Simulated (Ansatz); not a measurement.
Si₅C

Input

```
crystal:
  lattice:
    - [4.4085315095, 0.0, 0.0]
    - [-2.2042657548, 3.8179002806, 0.0]
    - [0.0, 0.0, 4.7508573109]
  atoms:
    - { symbol: Si, position: [0.3333333333, 0.6666666667, 0.0] }
    - { symbol: Si, position: [0.6666666667, 0.3333333333, 0.0] }
    - { symbol: Si, position: [0.3333333333, 0.6666666667, 0.5] }
    - { symbol: Si, position: [0.6666666667, 0.3333333333, 0.5] }
    - { symbol: Si, position: [0.0, 0.0, 0.5] }
    - { symbol: C, position: [0.0, 0.0, 0.0] }
basis:
  ecutwfc: 420
kpoints:
  mp_grid: { grid: [12, 12, 8] }
hamiltonian:
  xc: pbe
scf:
  occupations: { method: gaussian, width: 0.1 }
output:
  forces: true
  stress: true
  eigenvalues: true
  write_density: true
  write_potential: true
  elf: true
  volumetric_format: npy
relax:
  adjacent_minimum: "off"
  f_tol: 0.01
  max_steps: 80
  cell: { stress_tol: 0.05 }
```

Command:

```sh
ansatz run input.yaml --threads 1 --pin off --max-ram 2560MiB --backend cpu --events-out ev --progress --plain --runs-dir out
```

Below, planes, directions and counts refer to the conventional cell (a = 4.44 Å, b = 4.44 Å, c = 4.71 Å, α = 90.00°, β = 90.00°, γ = 120.00°).

The fields are those of the run's last geometry, not of the input's.

Space group P6/mmm; a structure generated by program, which may or may not match a known phase.

Level of theory: DFT PBE, scalar-relativistic, plane waves, PAW (Ansatz).

**Predict the valence pseudo-density and electron localisation function between the atoms.**

Si–C (2.36 Å): ρ is about 0.4 e/Å³ halfway; the ELF peaks at about 0.90 between the atoms.

**Metal or insulator at this level of theory?**

It is metallic or semimetallic at this level of theory: no gap opens.

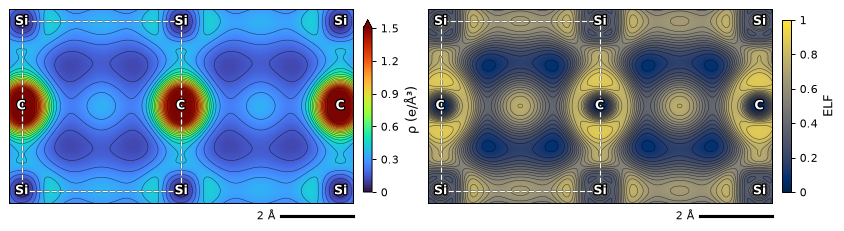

Computed valence pseudo-density and electron localisation function on the (100) plane of the conventional cell, in this order. 

Core electrons are frozen (PAW), and the valence fields are smoothed inside the atomic spheres.
